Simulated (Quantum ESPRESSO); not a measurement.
# A series of single points on PbSe

System: PbSe (2 atoms in the cell).
Method: Kohn-Sham DFT of a periodic cell, AM05, spin-orbit coupling, PseudoDojo 0.4 FR PBE standard, no spin polarisation (Quantum ESPRESSO 7.5).

The 7 runs differ only in the geometry, by an even scaling of the cell at fixed fractional positions. The structure derives from an entry of the Crystallography Open Database.

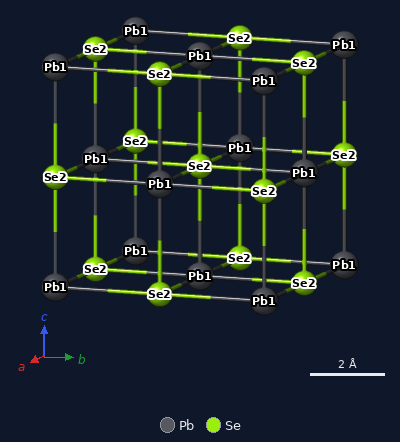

Figure 1. The structure of run 4 (ball-and-stick view of the cell 4 times as large as that of the calculation, set on its symmetry axes, seen slightly off an axis; atoms are numbered from 1 in the order of the input).

## Input of run 4
```
&CONTROL
  calculation = 'scf'
  prefix = 'pwscf'
  outdir = './tmp'
  pseudo_dir = './pseudo'
  tprnfor = .true.
  tstress = .true.
  disk_io = 'nowf'
/
&SYSTEM
  ibrav = 0
  nat = 2
  ntyp = 2
  ecutwfc = 86
  nbnd = 44
  input_dft = 'XC-000I-000I-120L-135L-000I-000I'
  occupations = 'smearing'
  smearing = 'fd'
  degauss = 0.00367493
  noncolin = .true.
  lspinorb = .true.
/
&ELECTRONS
  conv_thr = 4d-10
  electron_maxstep = 120
  mixing_beta = 0.5
/
ATOMIC_SPECIES
Pb   207.2000 Pb.upf
Se    78.9710 Se.upf
CELL_PARAMETERS angstrom
   0.0000000000    3.0606500000    3.0606500000
   3.0606500000    0.0000000000    3.0606500000
   3.0606500000    3.0606500000    0.0000000000
ATOMIC_POSITIONS crystal
Pb     0.0000000000    0.0000000000    0.0000000000
Se     0.5000000000    0.5000000000    0.5000000000
K_POINTS automatic
6 6 6 0 0 0
```

Command:
```bash
OMP_NUM_THREADS=1 pw.x -in pw.in > pw.out
```

Lattice vectors (Å) and fractional positions of run 4:
```
   0.000000    3.060650    3.060650
   3.060650    0.000000    3.060650
   3.060650    3.060650    0.000000
Pb  0.000000  0.000000  0.000000
Se  0.500000  0.500000  0.500000
```

Run 5 differs from it as follows:
```diff
-   0.0000000000    3.0606500000    3.0606500000
-   3.0606500000    0.0000000000    3.0606500000
-   3.0606500000    3.0606500000    0.0000000000
+   0.0000000000    3.0809197960    3.0809197960
+   3.0809197960    0.0000000000    3.0809197960
+   3.0809197960    3.0809197960    0.0000000000
```

## Results, with one run withheld

| run | volume per atom (Å³) | free energy per atom, from the lowest run given (meV) | pressure (GPa) | gap on the mesh (eV) |
| --- | --- | --- | --- | --- |
| 1 | 26.951 | 11.23 | 2.78 | 0.45 |
| 2 | 27.524 | 3.50 | 1.53 | 0.37 |
| 3 | 28.097 | 0.00 | 0.42 | 0.29 |
| 4 | 28.671 | 0.25 | −0.56 | 0.22 |
| 5 | 29.244 | ? | ? | ? |
| 6 | 29.818 | 10.33 | −2.21 | 0.10 |
| 7 | 30.391 | 19.45 | −2.89 | 0.04 |

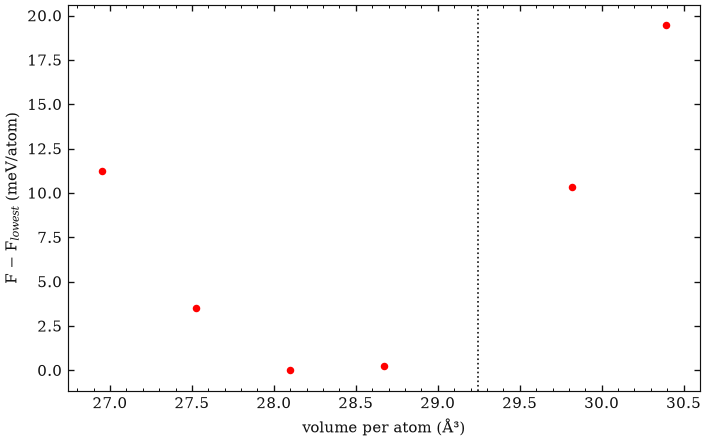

Figure 2. Free energy per atom of the runs given; the dotted line marks run 5.

Estimate the energy of run 5 from the others.

A cubic polynomial in V^(−2/3) (the Birch–Murnaghan form), fitted to the 6 runs given, misses them by under 0.01 meV per atom. With x = V^(−2/3) − 0.10710 Å⁻², it reads F = −0.13602 − 803.49 x + 8.3924e+05 x² + 3.8162e+06 x³ (meV per atom). At run 5 it gives 3.81 meV per atom, and the run itself gives 3.82. The slope of the fit gives a pressure −dF/dV of −1.42 GPa there, and the run prints −1.44 GPa. The fit has its minimum at 28.341 Å³ per atom, where V d²F/dV² gives 49.1 GPa: the bulk modulus at this level, since symmetry fixes the shape and the positions. The gap on the mesh goes, without turning, from 0.45 eV in run 1 to 0.04 eV in run 7; run 5 has 0.16 eV. These are gaps of this functional on this mesh, which can miss the band edges; they aren't the measured gap.

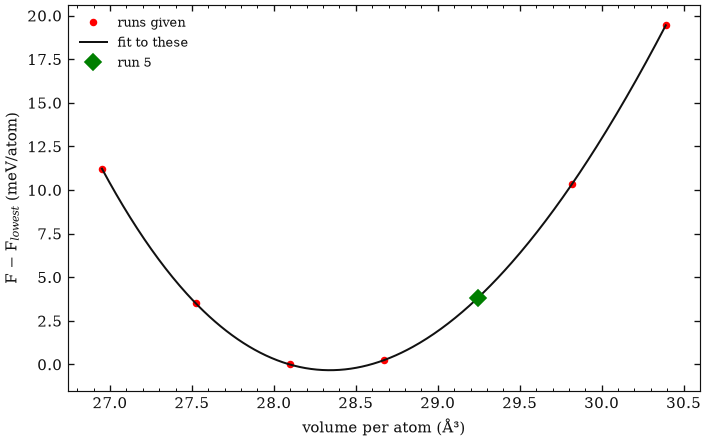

Figure 3. The fit and the withheld run.

## Some lines of the output (run 5)
```
[...]
     unit-cell volume          =     394.7006 (a.u.)^3
     number of k points=    16  Fermi-Dirac smearing, width (Ry)=  0.0037
     total energy              =    -381.78973312 Ry
     total energy              =    -381.80699888 Ry
     total energy              =    -381.80889181 Ry
     total energy              =    -381.80896179 Ry
     total energy              =    -381.80896697 Ry
     total energy              =    -381.80896757 Ry
     total energy              =    -381.80896759 Ry
     the Fermi energy is     8.9736 ev
!    total energy              =    -381.80896759 Ry
     The total energy is F=E-TS. E is the sum of the following terms:
     Computing stress (Cartesian axis) and pressure
          total   stress  (Ry/bohr**3)                   (kbar)     P=      -14.36
```

Notes: The record of the run, not the program, notes: potentials made for another functional. Points of doubt noted for this run: potentials made for another functional.
